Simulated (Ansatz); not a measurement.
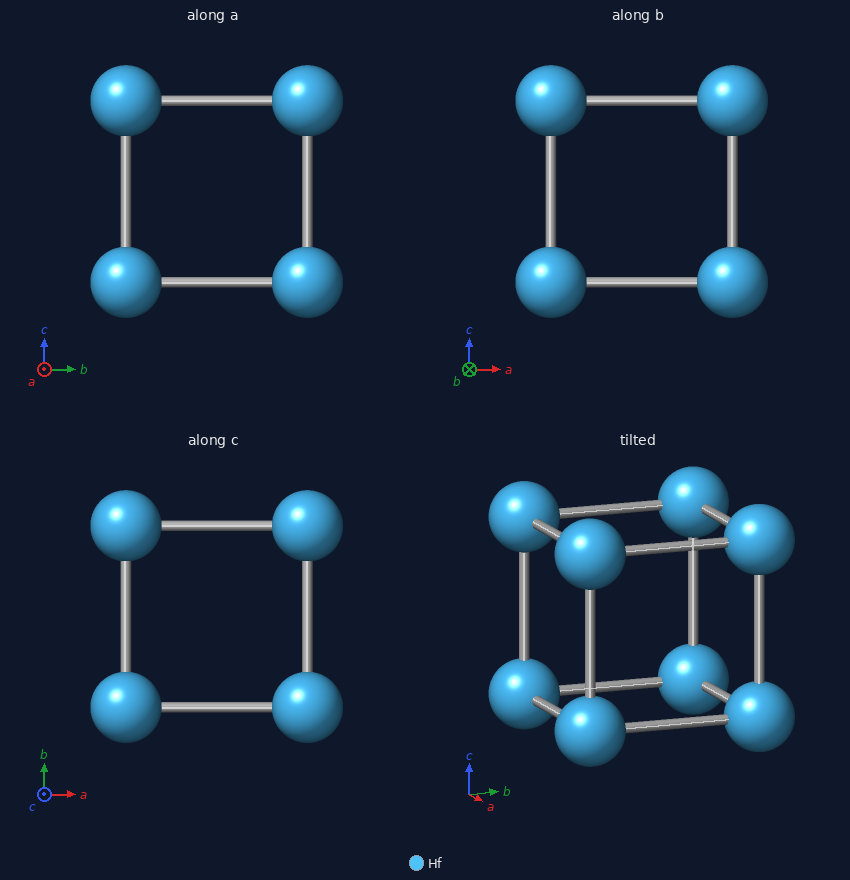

The image is a ball-and-stick drawing of a crystal, viewed along the a axis, along the b axis, along the c axis and slightly off an axis. The conventional unit cell is drawn as a box.

Lattice parameters: a = 2.9174 Å, b = 2.9174 Å, c = 2.9174 Å, α = 90.000°, β = 90.000°, γ = 90.000°.

Q: Record the structure as a CIF in P1 with every atom of the cell.

A:
```cif
data_structure
_symmetry_space_group_name_H-M 'P 1'
_symmetry_Int_Tables_number 1
_cell_length_a 2.9174
_cell_length_b 2.9174
_cell_length_c 2.9174
_cell_angle_alpha 90.000
_cell_angle_beta 90.000
_cell_angle_gamma 90.000
_cell_volume 24.83
loop_
_atom_site_label
_atom_site_type_symbol
_atom_site_fract_x
_atom_site_fract_y
_atom_site_fract_z
_atom_site_occupancy
Hf1 Hf 0.0000 0.0000 0.0000 1
```

Its origin is a structure type filled with this element by a generator (whether the element takes this form wasn't checked). Earlier steps of the study may have refined or changed the cell and positions. Ansatz was used for an electronic-structure calculation on it.
